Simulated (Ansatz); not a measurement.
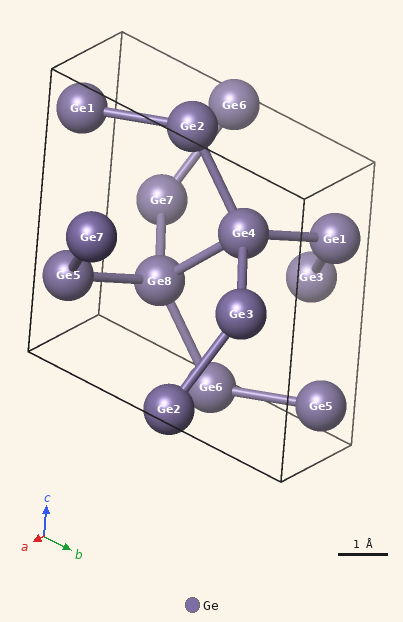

Fig. 1: The structure as given in the input (ball-and-stick view of the cell of the calculation, seen slightly off an axis; atoms are numbered from 1 in the order of the input). An atom can appear more than once, as a periodic image. Near neighbours in the periodic cell (some may lie outside the picture): Ge has 4 Ge at 2.45 to 2.49 Å.

## Two runs on Ge

System: Ge (8 atoms in the cell).
Method of run A: DFT PBEsol, scalar-relativistic, plane waves, PAW, no spin polarisation (Ansatz 0.2.0).

The structure derives from a Materials Project entry. Text and figures count atoms from 1; the logs count them from 0 in places.

Input, run A:
```yaml
crystal:
  lattice:
    - [-3.469663098, 3.469663098, 3.469663098]
    - [3.469663098, -3.469663098, 3.469663098]
    - [3.469663098, 3.469663098, -3.469663098]
  atoms:
    - { symbol: Ge, position: [0.5, 0.0, 0.7958385093] }
    - { symbol: Ge, position: [0.7958385093, 0.5, 0.0] }
    - { symbol: Ge, position: [0.0, 0.7958385093, 0.5] }
    - { symbol: Ge, position: [0.7041614907, 0.7041614907, 0.7041614907] }
    - { symbol: Ge, position: [0.5, 0.0, 0.2041614907] }
    - { symbol: Ge, position: [0.2041614907, 0.5, 0.0] }
    - { symbol: Ge, position: [0.0, 0.2041614907, 0.5] }
    - { symbol: Ge, position: [0.2958385093, 0.2958385093, 0.2958385093] }
basis:
  ecutwfc: 420
kpoints:
  mp_grid: { grid: [8, 8, 8] }
hamiltonian:
  xc: pbesol
scf:
  occupations: { method: gaussian, width: 0.15 }
output:
  forces: true
  stress: true
  eigenvalues: true
```

Command:
```bash
ansatz run input.yaml --threads 2 --pin off --max-ram 5120MiB --backend cpu --events-out ev --progress --plain --runs-dir out
```

Hardware: 2 threads of Arm Neoverse V2, 24 GiB of memory available, shared host.

Output, shortened to warnings, some set-up lines, iterations and results (run A):
```
Basis set: ecut = 420 eV, 3319 PW (Γ), exchange–correlation on 90×90×90 points (8 copies of the dense FFT grid, shifted against one another)
Symmetry: 24 space group operations
k-points: 35 of 512
Initial density: superposition of atomic densities (neutral atoms: chi_scale 0, normalization atom), corrected by the library's trained network
[...]
SCF iter   1: F=—  HF=-34027.067923 eV  |F-HF|=—  |Δ(HF+E_count)|=         —  Δρ=2.11e-3  dr2=6.10e-3  ethr=1.77e-3  ⟨swp⟩=5.4  Hψ=8261  notcnv=0
SCF iter   2: F=—  HF=-34027.062226 eV  |F-HF|=—  |Δ(HF+E_count)|=   5.70e-3  Δρ=1.49e-3  dr2=3.02e-3  ethr=5.45e-6  ⟨swp⟩=2.3  Hψ=4727  notcnv=0
SCF iter   3: F=—  HF=-34027.062566 eV  |F-HF|=—  |Δ(HF+E_count)|=   3.40e-4  Δρ=8.90e-4  dr2=5.02e-4  ethr=2.69e-6  ⟨swp⟩=2.0  Hψ=4200  notcnv=0
SCF iter   4: F=—  HF=-34027.061701 eV  |F-HF|=—  |Δ(HF+E_count)|=   8.66e-4  Δρ=3.01e-4  dr2=9.02e-5  ethr=4.48e-7  ⟨swp⟩=2.0  Hψ=4200  notcnv=0
SCF iter   5: F=—  HF=-34027.061730 eV  |F-HF|=—  |Δ(HF+E_count)|=   2.91e-5  Δρ=1.67e-4  dr2=2.03e-5  ethr=8.06e-8  ⟨swp⟩=2.0  Hψ=4197  notcnv=0
SCF iter   6: F=—  HF=-34027.061720 eV  |F-HF|=—  |Δ(HF+E_count)|=   9.94e-6  Δρ=2.39e-5  dr2=4.82e-7  ethr=1.81e-8  ⟨swp⟩=2.0  Hψ=3641  notcnv=0
SCF iter   7: F=-34027.061719 eV  HF=-34027.061719 eV  |F-HF|=4.24e-8  |Δ(HF+E_count)|=   2.86e-7  Δρ=5.50e-6  dr2=2.16e-8  ethr=8.93e-11  ⟨swp⟩=7.7  Hψ=9914  notcnv=0
SCF 1 converged in 7 iterations: F = -34027.061719 eV  dr2 = 2.16e-8
SCF converged after 7 iterations
Free energy (F): -34027.061719 eV
Harris-Foulkes:  -34027.061719 eV  (|F-HF|=4.24e-8)
Internal energy: -34027.047306 eV  (E = F + TS)
E sigma→0 (E₀):  -34027.054512 eV
Entropy (-TS):   -0.014414 eV (-1.802 meV/atom)
Fermi energy:    9.421870 eV
--- Per-component energies (eV) ---
  E_band       = -1097.108931
  E_kinetic    = 890.920140
  E_local      = -18705.986786  (includes V_loc(G=0)·N_el)
  E_nonlocal   = 3356.786921
  E_hartree    = 8188.543322
  E_xc         = -599.957929
  E_vxc        = -518.012756  (∫ρ·V_xc dr)
  E_paw        = -15828.412668  (= ΣΔE_a)
  E_vpaw       = -2497.928332  (= ΣTr[D̂ρ^β])
  E_aug_tail   = 0.002259  (compensation charges beyond the density's cutoff)
  E_ewald      = -11336.286054
  E_core_change = 7.343490  (= ΣΔE_core)
  E_smearing   = -0.014414  (= −TS)
  E_closure    = -0.000000  (closes the sum)
  Σ components = -34027.061719   (vs F -34027.061719, Δ=0.00e0)
--- Forces (eV/Å), atoms counted from 1 ---
  atom   1  Ge    -0.00176815    -0.00176815     0.00176815
  atom   2  Ge     0.00176815    -0.00176815    -0.00176815
  atom   3  Ge    -0.00176815     0.00176815    -0.00176815
  atom   4  Ge     0.00176815     0.00176815     0.00176815
  atom   5  Ge     0.00176815     0.00176815    -0.00176815
  atom   6  Ge    -0.00176815     0.00176815     0.00176815
  atom   7  Ge     0.00176815    -0.00176815     0.00176815
  atom   8  Ge    -0.00176815    -0.00176815    -0.00176815
  max |Σ_I F_I| component: 3.04e-17 eV/Å
--- Stress (GPa, compression-positive) ---
       -0.021432       0.000000      -0.000000
        0.000000      -0.021432       0.000000
        0.000000       0.000000      -0.021432
  P = ⅓ Tr σ = -0.0214 GPa (-0.214 kbar)
```

The input of run B differs as follows (lines with − go, lines with + come):
```diff
-basis:
-  ecutwfc: 420
-  mp_grid: { grid: [8, 8, 8] }
+  mp_grid: { grid: [8, 8, 8], shift: [0.5, 0.5, 0.5] }
+  initial_density: { chi_scale: 0.3 }
+accuracy: high
```

How does run B compare with run A?

The free energy of run B is 0.22 meV per atom lower, the joint effect of these numerical settings, which can't be told apart here. The SCF takes 10 iterations against 7. The irreducible k-points go from 35 to 34. The two runs start from different initial densities, which also moves the count.

Output, shortened to warnings, some set-up lines, iterations and results (run B):
```
Basis set: ecut = 420 eV, 3319 PW (Γ), exchange–correlation on 96×96×96 points (8 copies of the dense FFT grid, shifted against one another)
Symmetry: 24 space group operations
k-points: 34 of 512
Initial density: superposition of atomic densities (chi_scale 0.3, normalization cell)
[...]
SCF iter   1: F=—  HF=-34027.297310 eV  |F-HF|=—  |Δ(HF+E_count)|=         —  Δρ=3.18e-2  dr2=1.34e0  ethr=3.10e-3  ⟨swp⟩=5.4  Hψ=8058  notcnv=0
SCF iter   2: F=—  HF=-34027.176193 eV  |F-HF|=—  |Δ(HF+E_count)|=   1.21e-1  Δρ=2.05e-2  dr2=6.02e-1  ethr=1.20e-3  ⟨swp⟩=1.0  Hψ=2686  notcnv=0
SCF iter   3: F=—  HF=-34027.071980 eV  |F-HF|=—  |Δ(HF+E_count)|=   1.04e-1  Δρ=3.28e-3  dr2=2.01e-2  ethr=5.38e-4  ⟨swp⟩=2.1  Hψ=2718  notcnv=0
SCF iter   4: F=—  HF=-34027.063562 eV  |F-HF|=—  |Δ(HF+E_count)|=   8.42e-3  Δρ=1.79e-3  dr2=6.91e-3  ethr=1.80e-5  ⟨swp⟩=2.0  Hψ=3822  notcnv=0  defer=4
SCF iter   5: F=—  HF=-34027.063390 eV  |F-HF|=—  |Δ(HF+E_count)|=   1.72e-4  Δρ=4.75e-4  dr2=4.63e-4  ethr=6.17e-6  ⟨swp⟩=2.0  Hψ=4063  notcnv=0  defer=4
SCF iter   6: F=—  HF=-34027.063409 eV  |F-HF|=—  |Δ(HF+E_count)|=   1.89e-5  Δρ=7.47e-5  dr2=1.09e-5  ethr=4.14e-7  ⟨swp⟩=3.0  Hψ=4306  notcnv=0  defer=4
SCF iter   7: F=—  HF=-34027.063453 eV  |F-HF|=—  |Δ(HF+E_count)|=   4.42e-5  Δρ=1.22e-5  dr2=2.15e-7  ethr=9.77e-9  ⟨swp⟩=2.0  Hψ=2785  notcnv=0  defer=84
SCF iter   8: F=-34027.063453 eV  HF=-34027.063453 eV  |F-HF|=1.46e-10  |Δ(HF+E_count)|=   8.51e-8  Δρ=3.00e-6  dr2=2.19e-8  ethr=8.93e-11  ⟨swp⟩=9.2  Hψ=9088  notcnv=0
SCF iter   9: F=—  HF=-34027.063453 eV  |F-HF|=—  |Δ(HF+E_count)|=   3.27e-9  Δρ=8.82e-7  dr2=1.45e-9  ethr=1.96e-11  ⟨swp⟩=2.0  Hψ=2686  notcnv=0
SCF iter  10: F=-34027.063453 eV  HF=-34027.063453 eV  |F-HF|=1.46e-11  |Δ(HF+E_count)|=  1.16e-10  Δρ=2.16e-7  dr2=6.31e-11  ethr=1.00e-12  ⟨swp⟩=4.0  Hψ=8132  notcnv=0
SCF 1 converged in 10 iterations: F = -34027.063453 eV  dr2 = 6.31e-11
SCF converged after 10 iterations
Free energy (F): -34027.063453 eV
Harris-Foulkes:  -34027.063453 eV  (|F-HF|=1.46e-11)
Internal energy: -34027.047539 eV  (E = F + TS)
E sigma→0 (E₀):  -34027.055496 eV
Entropy (-TS):   -0.015914 eV (-1.989 meV/atom)
Fermi energy:    9.434917 eV
--- Per-component energies (eV) ---
  E_band       = -1097.103983
  E_kinetic    = 890.918959
  E_local      = -18706.066857  (includes V_loc(G=0)·N_el)
  E_nonlocal   = 3356.832403
  E_hartree    = 8188.623113
  E_xc         = -599.946573
  E_vxc        = -518.000763  (∫ρ·V_xc dr)
  E_paw        = -15828.468278  (= ΣΔE_a)
  E_vpaw       = -2498.036831  (= ΣTr[D̂ρ^β])
  E_aug_tail   = 0.002259  (compensation charges beyond the density's cutoff)
  E_ewald      = -11336.286054
  E_core_change = 7.343490  (= ΣΔE_core)
  E_smearing   = -0.015914  (= −TS)
  E_closure    = -0.000000  (closes the sum)
  Σ components = -34027.063453   (vs F -34027.063453, Δ=0.00e0)
--- Forces (eV/Å), atoms counted from 1 ---
  atom   1  Ge     0.00088847     0.00088847    -0.00088847
  atom   2  Ge    -0.00088847     0.00088847     0.00088847
  atom   3  Ge     0.00088847    -0.00088847     0.00088847
  atom   4  Ge    -0.00088847    -0.00088847    -0.00088847
  atom   5  Ge    -0.00088847    -0.00088847     0.00088847
  atom   6  Ge     0.00088847    -0.00088847    -0.00088847
  atom   7  Ge    -0.00088847     0.00088847    -0.00088847
  atom   8  Ge     0.00088847     0.00088847     0.00088847
  max |Σ_I F_I| component: 2.42e-17 eV/Å
--- Stress (GPa, compression-positive) ---
       -0.038207       0.000000       0.000000
        0.000000      -0.038207       0.000000
        0.000000       0.000000      -0.038207
  P = ⅓ Tr σ = -0.0382 GPa (-0.382 kbar)
```

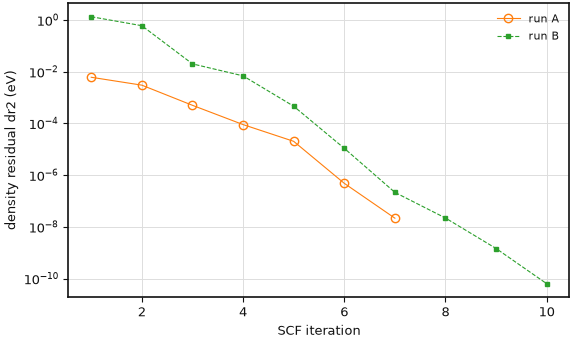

Fig. 2: Convergence of the two runs: density residual dr2 against the SCF iteration. Run A takes 7 iterations in all, and run B takes 10.

The two runs side by side:

```tsv
quantity	run A	run B
outcome	converged	converged
free energy per atom (eV)	−4253.3827	−4253.3829
energy per atom, smearing taken to zero (eV)	−4253.3818	−4253.3819
gap on the mesh (eV)	0.00	0.00
pressure (GPa)	−0.02	−0.04
largest force (eV/Å)	0.003	0.002
SCF iterations	7	10
irreducible k-points	35	34
plane waves at Γ	3319	3319
wall time (shared host)	11 s	13 s
```
